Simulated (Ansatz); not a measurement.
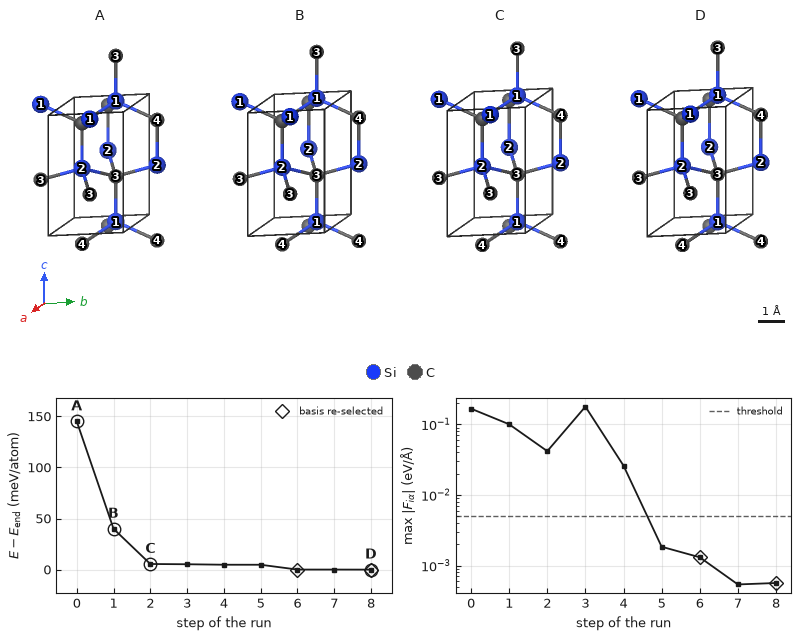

Frames of a relaxation of crystalline SiC (built on the wurtzite type), marked on the history of the run. Style: ball-and-stick. Shown: the cell of the calculation, slightly off an axis.

Level of theory: Ansatz, DFT, PBE, plane waves, PAW. Set-up: plane-wave cutoff 420 eV; k-point mesh 12 × 12 × 6; occupations fermi dirac; smearing width 0.02 eV; no spin polarisation; cell and atoms relaxed; force threshold 0.005 eV/Å.

Q: What happens along the run?

A: No atom moves by more than 0.005 Å relative to the cell. Cell: a = b 2.958 → 3.092 Å (+4.5 %), c 4.831 → 5.074 Å (+5.0 %). Volume +14.7 %. Near-neighbour distances that change, for instance: Si1–C3 1.812 → 1.907 Å, Si1–C4 1.812 → 1.893 Å. The space group stays P6_3mc (No. 186). The energy falls by 145 meV per atom in 6 accepted moves (8 points after the start). The largest force component goes from 0.17 to 0.00057 eV/Å. The pressure goes from 38.35 to 0.02 GPa. The SCF was repeated twice at an unchanged geometry on a basis and grid sized afresh for the cell, which shifted the energy by 4.7 meV per atom at most. The run took 7.8 s on 4 threads of Arm Neoverse V2 (shared host), peak memory 0.38 GiB. From step 0 to 1: volume +6.8 %, energy −105 meV per atom. From step 1 to 2: volume +6.0 %, energy −34.5 meV per atom. From step 2 to 8: volume +1.4 %, energy −5.5 meV per atom.

```json
{"step": "0", "E − E(0), meV/atom": "0.00", "largest force component, eV/Å": "0.1670", "pressure, GPa": "38.35", "volume, Å³/atom": "9.152", "note": ""}
{"step": "1", "E − E(0), meV/atom": "-105.10", "largest force component, eV/Å": "0.1003", "pressure, GPa": "17.48", "volume, Å³/atom": "9.771", "note": ""}
{"step": "2", "E − E(0), meV/atom": "-139.55", "largest force component, eV/Å": "0.0418", "pressure, GPa": "2.49", "volume, Å³/atom": "10.357", "note": ""}
{"step": "3", "E − E(0), meV/atom": "-139.80", "largest force component, eV/Å": "0.1784", "pressure, GPa": "-0.04", "volume, Å³/atom": "10.475", "note": ""}
{"step": "4", "E − E(0), meV/atom": "-140.27", "largest force component, eV/Å": "0.0260", "pressure, GPa": "0.20", "volume, Å³/atom": "10.463", "note": ""}
{"step": "5", "E − E(0), meV/atom": "-140.29", "largest force component, eV/Å": "0.0018", "pressure, GPa": "-0.01", "volume, Å³/atom": "10.473", "note": ""}
{"step": "6", "E − E(0), meV/atom": "-145.00", "largest force component, eV/Å": "0.0013", "pressure, GPa": "0.62", "volume, Å³/atom": "10.473", "note": "same geometry, new basis"}
{"step": "7", "E − E(0), meV/atom": "-145.01", "largest force component, eV/Å": "0.0005", "pressure, GPa": "0.01", "volume, Å³/atom": "10.502", "note": ""}
{"step": "8", "E − E(0), meV/atom": "-145.06", "largest force component, eV/Å": "0.0006", "pressure, GPa": "0.02", "volume, Å³/atom": "10.502", "note": "same geometry, new basis"}
```
